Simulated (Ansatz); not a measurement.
# Geometry relaxation, with input and output: In26SbAs27 (part 1 of 4)

The run: geometry relaxation of In26SbAs27 (defect cell, 54 atoms in the cell). Method and program: DFT, PBE, plane-wave PAW, default files, scalar-relativistic, no spin polarisation (Ansatz 0.2.0).

The structure derives from an entry of the Crystallography Open Database. It belongs to a series of runs on one base structure; here: Sb on a In site, charge +0, ions relaxed.

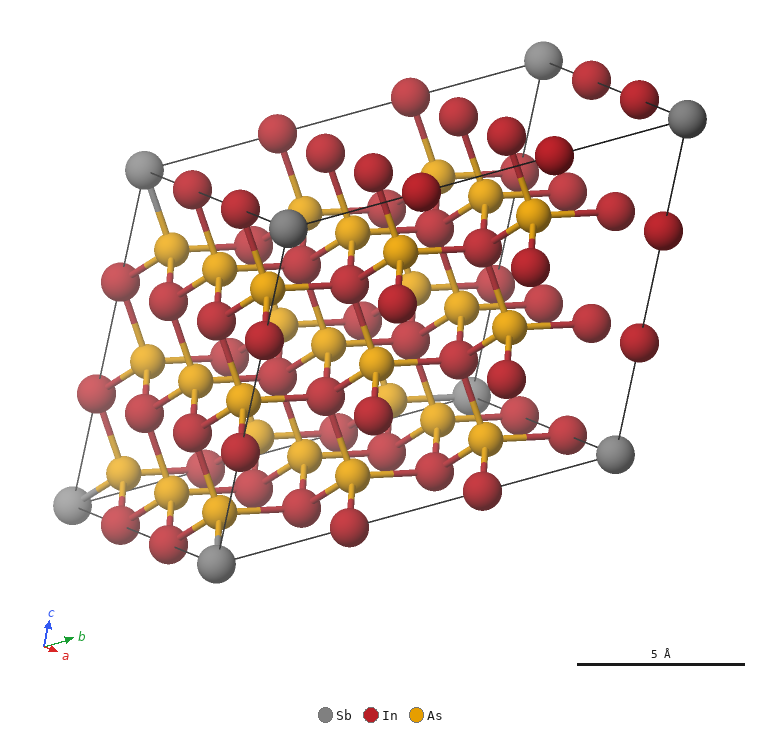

Fig. 1: The input geometry (ball-and-stick view of the cell of the calculation, seen slightly off an axis). An atom can appear more than once, as a periodic image.

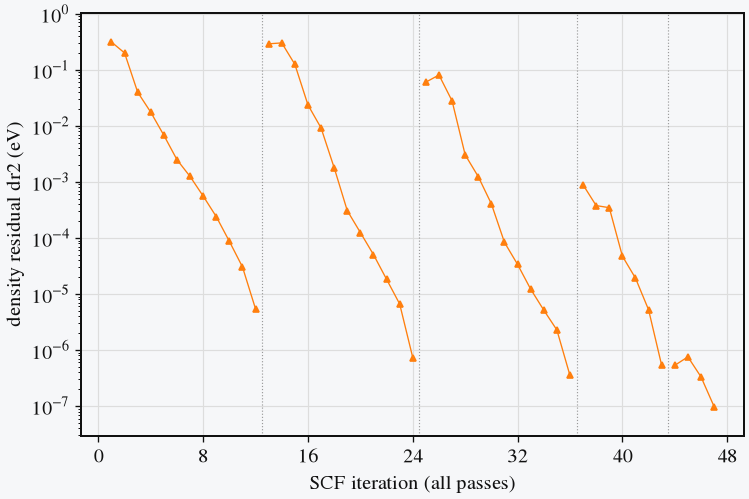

Fig. 2: Convergence of the self-consistent field: density residual dr2 against the SCF iteration. The dotted lines part the SCF passes of the relaxation: geometry steps, rejected trials and re-solves on a re-selected basis. The 5 passes take 4 to 12 iterations each, 47 in all.

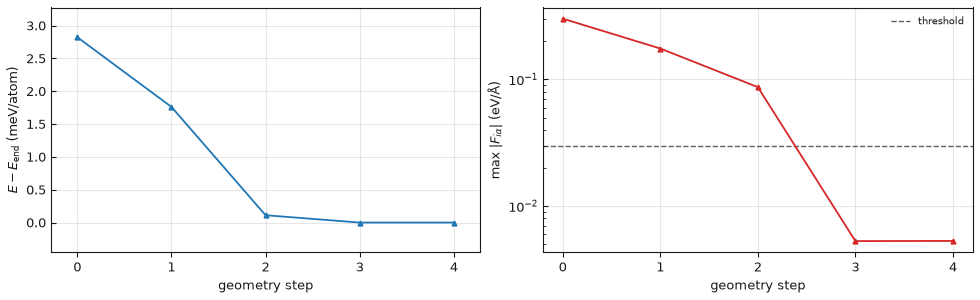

Fig. 3: Progress of the relaxation, step by step (the first geometry is step 0 here and step 1 in the log).

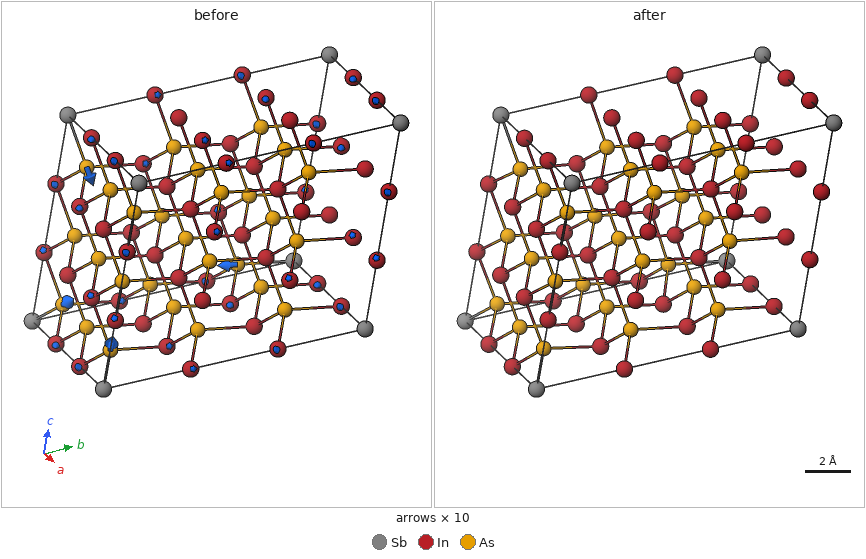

Fig. 4: Before (left) and after (right) the relaxation, at one scale (ball-and-stick view of the cell of the calculation, seen slightly off an axis). The blue arrows give the displacements, magnified 10 times. The largest moves, 0.097 Å, are those of As28, As30, As34 and As46. By element the largest moves are As 0.097 Å, In 0.033 Å. Sb stays in place. The lattice vectors keep their values. Among the contacts that change: Sb1–As28 2.614 → 2.710 Å, In10–As37 2.614 → 2.606 Å. Among the angles that change: As30–In6–As32 109.5° → 106.7°. Over 4 geometry steps the energy falls by 2.8 meV per atom. The largest force component goes from 0.3 to 0.0053 eV/Å. (Atoms are counted from 1 in the order of the input.)

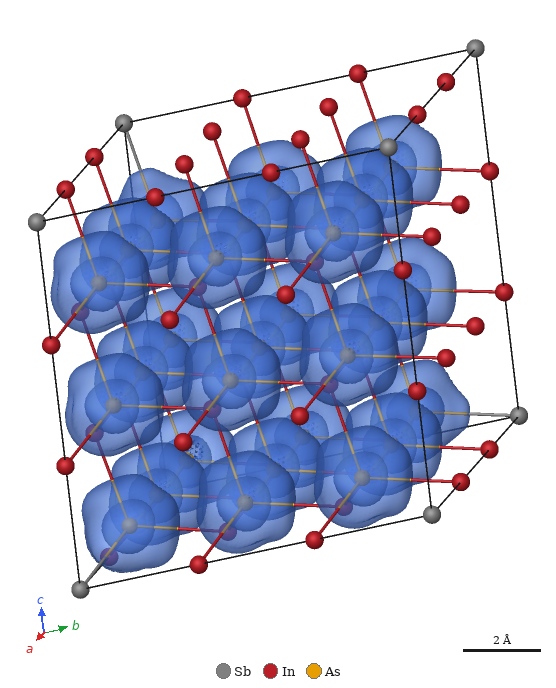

Fig. 5: Isosurface of the electron localisation function at 0.6 (blue), seen slightly off an axis. Core shells and regions of very low density are left out. Sticks mark near contacts. The outline is the calculation cell. Values along the shortest contacts: In–As (2.61 Å): the ELF peaks at about 0.75 between the atoms. Sb–As (2.71 Å): the ELF is about 0.65 at the midpoint. The fields are those of the smooth PAW valence density.

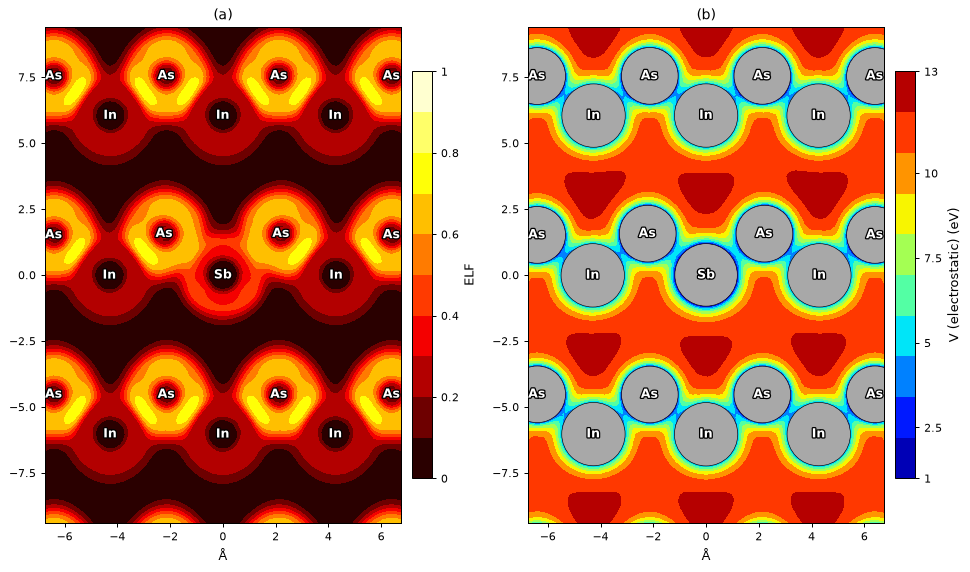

Fig. 6: (a) ELF; (b) electrostatic potential (local pseudopotential plus Hartree) felt by an electron on the (011̄) plane of the calculation cell. Grey discs, where drawn, cover atomic cores. The section cuts through Sb, In and As sites. Sb–As (2.71 Å): the ELF is about 0.65 at the midpoint. Outside the cores the potential energy rises away from the atoms and is highest about 2.6 Å from the nearest atoms; outside the discs it spans about 11 eV, and its zero is arbitrary.

The input and output of the run follow.

Input file
```yaml
crystal:
  lattice:
    - [0.0, 9.054, 9.054]
    - [9.054, 0.0, 9.054]
    - [9.054, 9.054, 0.0]
  atoms:
    - { symbol: Sb, position: [0.0, 0.0, 0.0] }
    - { symbol: In, position: [0.0, 0.0, 0.3333333333] }
    - { symbol: In, position: [0.0, 0.0, 0.6666666667] }
    - { symbol: In, position: [0.0, 0.3333333333, 0.0] }
    - { symbol: In, position: [0.0, 0.3333333333, 0.3333333333] }
    - { symbol: In, position: [0.0, 0.3333333333, 0.6666666667] }
    - { symbol: In, position: [0.0, 0.6666666667, 0.0] }
    - { symbol: In, position: [0.0, 0.6666666667, 0.3333333333] }
    - { symbol: In, position: [0.0, 0.6666666667, 0.6666666667] }
    - { symbol: In, position: [0.3333333333, 0.0, 0.0] }
    - { symbol: In, position: [0.3333333333, 0.0, 0.3333333333] }
    - { symbol: In, position: [0.3333333333, 0.0, 0.6666666667] }
    - { symbol: In, position: [0.3333333333, 0.3333333333, 0.0] }
    - { symbol: In, position: [0.3333333333, 0.3333333333, 0.3333333333] }
    - { symbol: In, position: [0.3333333333, 0.3333333333, 0.6666666667] }
    - { symbol: In, position: [0.3333333333, 0.6666666667, 0.0] }
    - { symbol: In, position: [0.3333333333, 0.6666666667, 0.3333333333] }
    - { symbol: In, position: [0.3333333333, 0.6666666667, 0.6666666667] }
    - { symbol: In, position: [0.6666666667, 0.0, 0.0] }
    - { symbol: In, position: [0.6666666667, 0.0, 0.3333333333] }
    - { symbol: In, position: [0.6666666667, 0.0, 0.6666666667] }
    - { symbol: In, position: [0.6666666667, 0.3333333333, 0.0] }
    - { symbol: In, position: [0.6666666667, 0.3333333333, 0.3333333333] }
    - { symbol: In, position: [0.6666666667, 0.3333333333, 0.6666666667] }
    - { symbol: In, position: [0.6666666667, 0.6666666667, 0.0] }
    - { symbol: In, position: [0.6666666667, 0.6666666667, 0.3333333333] }
    - { symbol: In, position: [0.6666666667, 0.6666666667, 0.6666666667] }
    - { symbol: As, position: [0.0833333333, 0.0833333333, 0.0833333333] }
    - { symbol: As, position: [0.0833333333, 0.0833333333, 0.4166666667] }
    - { symbol: As, position: [0.0833333333, 0.0833333333, 0.75] }
    - { symbol: As, position: [0.0833333333, 0.4166666667, 0.0833333333] }
    - { symbol: As, position: [0.0833333333, 0.4166666667, 0.4166666667] }
    - { symbol: As, position: [0.0833333333, 0.4166666667, 0.75] }
    - { symbol: As, position: [0.0833333333, 0.75, 0.0833333333] }
    - { symbol: As, position: [0.0833333333, 0.75, 0.4166666667] }
    - { symbol: As, position: [0.0833333333, 0.75, 0.75] }
    - { symbol: As, position: [0.4166666667, 0.0833333333, 0.0833333333] }
    - { symbol: As, position: [0.4166666667, 0.0833333333, 0.4166666667] }
    - { symbol: As, position: [0.4166666667, 0.0833333333, 0.75] }
    - { symbol: As, position: [0.4166666667, 0.4166666667, 0.0833333333] }
    - { symbol: As, position: [0.4166666667, 0.4166666667, 0.4166666667] }
    - { symbol: As, position: [0.4166666667, 0.4166666667, 0.75] }
    - { symbol: As, position: [0.4166666667, 0.75, 0.0833333333] }
    - { symbol: As, position: [0.4166666667, 0.75, 0.4166666667] }
    - { symbol: As, position: [0.4166666667, 0.75, 0.75] }
    - { symbol: As, position: [0.75, 0.0833333333, 0.0833333333] }
    - { symbol: As, position: [0.75, 0.0833333333, 0.4166666667] }
    - { symbol: As, position: [0.75, 0.0833333333, 0.75] }
    - { symbol: As, position: [0.75, 0.4166666667, 0.0833333333] }
    - { symbol: As, position: [0.75, 0.4166666667, 0.4166666667] }
    - { symbol: As, position: [0.75, 0.4166666667, 0.75] }
    - { symbol: As, position: [0.75, 0.75, 0.0833333333] }
    - { symbol: As, position: [0.75, 0.75, 0.4166666667] }
    - { symbol: As, position: [0.75, 0.75, 0.75] }
kpoints:
  mp_grid: { grid: [2, 2, 2] }
scf:
  occupations: { method: fermi_dirac, width: 0.01 }
hamiltonian:
  xc: pbe
  pseudopotentials: { kind: paw }
output:
  forces: true
  stress: true
  populations: true
  efg:
    quadrupole_moments_barn: { Sb: -0.543, In: 0.772, As: 0.311 }
    contact_densities: true
  write_density: true
  write_potential: true
  elf: true
  volumetric_format: npy
relax:
  f_tol: 0.03
  max_steps: 40
```

Command:
```bash
ansatz run input.yaml --threads 4 --pin off --max-ram 8192MiB --backend cpu --events-out ev --progress --plain --runs-dir out
```

Log
```
Warning: output.stress: scf.convergence.dr2_threshold = 1e-7 eV (the SCF's general default) is looser than the 5.4e-9 eV advised for a printed stress (1e-10 eV for each atom of the cell: 54). What an SCF threshold leaves in a stress goes as its square root, and in the free energy as the threshold itself, and one threshold admits the most on a small cell: of the crystals measured, under no hybrid functional and no lock of the moments, on runs that ended without the residual-converged pass, on stresses that held no estimate of that error, the worst erred by over 100 MPa in a component at 1e-7 eV an atom and by under 5 at 1e-10. Every solve of this run answers to scf.convergence.dr2_threshold, and the tensor of one is reported: a single SCF on the reported geometry and on this run's grids (its basis.xc_grid and basis.ecutrho_ratio typed), with scf.convergence.dr2_threshold at 5.4e-9 eV or tighter, prints it and tightens no other solve. Else set scf.convergence.dr2_threshold to 5.4e-9 eV or tighter. The threshold is an SCF's pass mark: one that does not reach it within its budget of iterations ends unconverged, or closes short of it on a stop that the run arms, and scf.convergence.dr2_threshold's page says what that costs each kind of run
In, Sb: output.efg is read without spin–orbit coupling, which moves field gradients at and beside such atoms by some per cent and up to a factor of two; PAW files take it under magnetization.noncollinear and magnetization.spin_orbit
Engine: ansatz 0.2.0, aarch64-unknown-linux-gnu
Pseudopotentials: kind: paw
Pseudopotential: Sb, paw, valence charge 15, recommended cutoff 420 eV (normal), Sb.paw.azcp
Pseudopotential: In, paw, valence charge 13, recommended cutoff 420 eV (normal), In.paw.azcp
Pseudopotential: As, paw, valence charge 15, recommended cutoff 420 eV (normal), As.paw.azcp
Functional definition: PBE
  parameter kappa = 0.804
  parameter beta = 0.06672455060314922
  exchange = pbe_x(kappa = kappa, mu = beta*pi^2/3)
  correlation = pbe_c(beta = beta)
Crystal: 54 atoms, lattice volume = 1484.402 Å³
Basis set: ecut = 420 eV, 29003 PW (Γ), exchange–correlation on 180×180×180 points (8 copies of the dense FFT grid, shifted against one another)
Bands: 455, of which v1, the nominal top of the filled ones, is band 379 counted from 1 (378 counted from 0)
Symmetry: 24 space group operations
Space group: F-43m (ITA 216), of the structure as read, at distance tolerance 1.1e-4 Å
k-points: 3 of 8
Non-local potential: Sb, projectors of the file, l = 0: 2, l = 1: 2, l = 2: 2, l = 3: 2
Non-local potential: In, projectors of the file, l = 0: 2, l = 1: 2, l = 2: 2, l = 3: 2
Non-local potential: As, projectors of the file, l = 0: 2, l = 1: 2, l = 2: 3, l = 3: 1
PAW form: soft (Blöchl's): semilocal exchange-correlation on the pseudo side does not see the compensation charge
PAW one-centre angular grid: Sb, 590 points (default); XC on 64 Gauss nodes
PAW one-centre angular grid: In, 590 points (default); XC on 64 Gauss nodes
PAW one-centre angular grid: As, 590 points (default); XC on 64 Gauss nodes
Initial density: superposition of atomic densities (neutral atoms: chi_scale 0, normalization atom), corrected by the library's trained network
Initial wavefunctions: pseudopotential atomic-orbital guess
Functional: x = pbe(κ = 0.804, μ = 0.2195149727645171), c = pbe(β = 0.06672455060314922)
SCF iter   1: F=—  HF=-283153.672872 eV  |F-HF|=—  |Δ(HF+E_count)|=         —  Δρ=2.34e-3  dr2=3.13e-1  ethr=1.77e-3  ⟨swp⟩=6.0  Hψ=5189  notcnv=0  defer=39
preconditioner: auto → LDOS  [insulator: Δε(μ)=0.042 eV  Ē_g=13.720 eV  σ=0.010 eV  W_gap=0.62  n_scr=338 (ndim 8)  ℏωp=21.1 eV  f_vac=0.103  D(μ)=19.09/eV (n_scr^D=88)  ε∞_Penn≈3.4  β→1.0]
SCF iter   2: F=—  HF=-283153.634146 eV  |F-HF|=—  |Δ(HF+E_count)|=   3.87e-2  Δρ=2.10e-3  dr2=2.00e-1  ethr=4.13e-5  ⟨swp⟩=3.0  Hψ=2189  notcnv=0  defer=210
SCF iter   3: F=—  HF=-283153.585500 eV  |F-HF|=—  |Δ(HF+E_count)|=   4.86e-2  Δρ=7.00e-4  dr2=3.99e-2  ethr=2.63e-5  ⟨swp⟩=3.0  Hψ=1987  notcnv=0  defer=210
SCF iter   4: F=—  HF=-283153.581919 eV  |F-HF|=—  |Δ(HF+E_count)|=   3.58e-3  Δρ=4.52e-4  dr2=1.75e-2  ethr=5.26e-6  ⟨swp⟩=2.3  Hψ=2035  notcnv=0  defer=210
SCF iter   5: F=—  HF=-283153.580898 eV  |F-HF|=—  |Δ(HF+E_count)|=   1.02e-3  Δρ=2.86e-4  dr2=6.79e-3  ethr=2.32e-6  ⟨swp⟩=2.0  Hψ=1751  notcnv=0  defer=210
SCF iter   6: F=—  HF=-283153.580173 eV  |F-HF|=—  |Δ(HF+E_count)|=   7.25e-4  Δρ=2.01e-4  dr2=2.49e-3  ethr=8.96e-7  ⟨swp⟩=2.0  Hψ=1608  notcnv=0  defer=210
SCF iter   7: F=—  HF=-283153.579973 eV  |F-HF|=—  |Δ(HF+E_count)|=   2.00e-4  Δρ=1.58e-4  dr2=1.25e-3  ethr=3.29e-7  ⟨swp⟩=2.0  Hψ=1380  notcnv=0  defer=210
SCF iter   8: F=—  HF=-283153.579852 eV  |F-HF|=—  |Δ(HF+E_count)|=   1.21e-4  Δρ=1.18e-4  dr2=5.59e-4  ethr=1.65e-7  ⟨swp⟩=2.0  Hψ=1405  notcnv=0  defer=210
SCF iter   9: F=—  HF=-283153.579761 eV  |F-HF|=—  |Δ(HF+E_count)|=   9.11e-5  Δρ=8.43e-5  dr2=2.40e-4  ethr=7.37e-8  ⟨swp⟩=2.0  Hψ=1405  notcnv=0  defer=210
SCF iter  10: F=—  HF=-283153.579718 eV  |F-HF|=—  |Δ(HF+E_count)|=   4.35e-5  Δρ=5.52e-5  dr2=8.70e-5  ethr=3.16e-8  ⟨swp⟩=2.0  Hψ=1891  notcnv=0  defer=210
SCF iter  11: F=—  HF=-283153.579709 eV  |F-HF|=—  |Δ(HF+E_count)|=   9.31e-6  Δρ=3.24e-5  dr2=3.04e-5  ethr=1.15e-8  ⟨swp⟩=2.0  Hψ=1545  notcnv=0  defer=210
SCF iter  12: F=-283153.579701 eV  HF=-283153.579704 eV  |F-HF|=3.47e-6  |Δ(HF+E_count)|=   4.32e-6  Δρ=1.39e-5  dr2=5.40e-6  ethr=2.97e-9  ⟨swp⟩=9.7  Hψ=11015  notcnv=0
SCF 1 converged in 12 iterations: F = -283153.579701 eV  dr2 = 5.40e-6
  greatest PAW one-centre occupation: 0.999 electrons in one spin orbital (limit 2), on the As atom at site 33 (counted from 0), in its partial waves of l = 2
relax step   1: F+E_penalty+E_count = -283153.57970080 eV  Δ(F+E_penalty+E_count) = +0.000e0 eV  max|allowed force component| = 3.025e-1 eV/Å  Δτ_max = 0.0000 Å  (12 SCF iters, dr2 threshold 2.25e-5 eV, accepted)
Initial density: handed on by an earlier stage of this run
Initial wavefunctions: those handed on with the density
iter 1 solved again at ethr=3.81e-5 eV; its pass at ethr=3.10e-3 eV (dr2=2.89e-1 eV) is discarded
```
